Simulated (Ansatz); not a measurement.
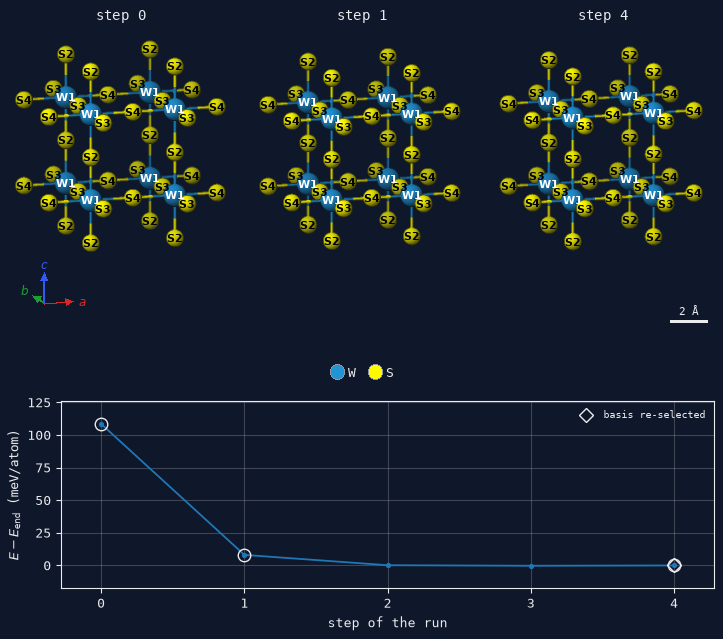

Frames of a relaxation of crystalline WS₃ (a generated structure, set up in Pm-3m) (coarse preliminary run), marked on the history of the run. A ball-and-stick model of the cell of the calculation, seen slightly off an axis.

Level of theory: DFT LDA, scalar-relativistic, plane waves, PAW (Ansatz). (plane-wave cutoff 420 eV; k-point mesh 4 × 4 × 4; occupations gaussian; smearing width 0.1 eV; no spin polarisation; cell and atoms relaxed; force threshold 0.05 eV/Å; at most 80 steps)

> Describe the path.

No atom moves by more than 0.005 Å relative to the cell. Cell: a = b = c 4.796 → 4.609 Å (−3.9 %). Volume −11.3 %. Among the contacts that change: W1–S2 2.398 → 2.304 Å. The space group stays Pm-3m (No. 221). The energy falls by 109 meV per atom in 3 accepted moves (4 points after the start). All forces vanish by symmetry, so only the cell relaxes. The pressure goes from −10.01 to −0.04 GPa. At 1 point the geometry stayed and the basis and grid were re-selected for the new cell (energy shift of 0.2 meV per atom at most each time). From step 0 to 1: volume −14.0 %, energy −100 meV per atom. From step 1 to 4: volume +3.2 %, energy −8.1 meV per atom.
